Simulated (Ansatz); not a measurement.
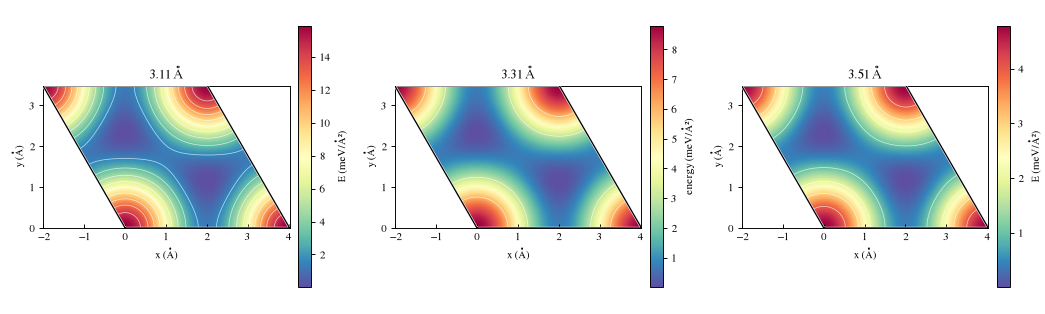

Three maps of one series, each from its own lowest grid point and on its own colour scale; the layer distance changes from map to map. A bilayer of two InSe sheets (8 atoms in the cell). 
- The upper layer of a bilayer is slid over the lower one; relaxed at each slide: nothing; the origin of the map has Se5 above Se4.
- Places are given modulo a cell vector. The map is drawn in real space over the plane of the slide.
- Grid: 9 × 9 points.
- Energies are in meV/Å², from the lowest grid point.
- At a held distance the lowest stacking need not be the one that binds best once the distance relaxes.
- Theory: Ansatz 0.2.0, DFT PBE+D3(BJ), scalar-relativistic, plane waves, PAW. Settings: cutoff 420 eV, k-mesh 9×9×1, gaussian smearing 0.05 eV, no spin polarisation.

The picture shows a smooth colour map with a few white contour lines, the outline of one cell of the plane. Between grid points the surface is interpolated.

The span runs from the lowest to the highest grid point; passes are read from the interpolated surfaces.

| layer distance | lowest grid point | span (meV/Å²) | easiest pass (meV/Å²) |
| --- | --- | --- | --- |
| 3.11 Å | Se above a hollow, the In behind them above Se | 15.9 | 1.2 |
| 3.31 Å | Se above a hollow, the In behind them above Se | 8.8 | 0.72 |
| 3.51 Å | Se above a hollow, the In behind them above Se | 4.8 | 0.41 |

One more map of the series was computed, for the layer distance 3.56 Å. What do you expect for it?

A straight line of ln(span) against the layer distance through the 3 maps has the slope −3.0 per Å (a decay length of 0.33 Å) and gives 4.12 meV/Å² at 3.56 Å. The computed span is 4.09 meV/Å², below the fit by 1 %. The lowest grid point is Se above a hollow, the In behind them above Se, as for 3.11 Å, 3.31 Å and 3.51 Å. The easiest pass out of the lowest well is about 0.36 meV/Å².

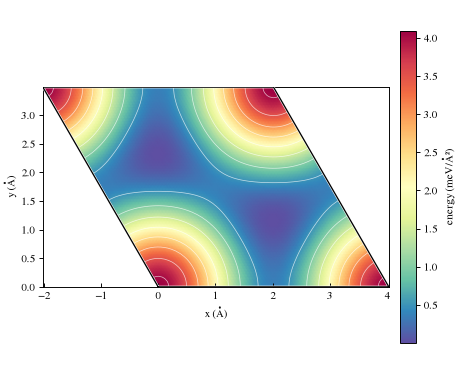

The map for 3.56 Å.

PAW datasets: the set soft_1.
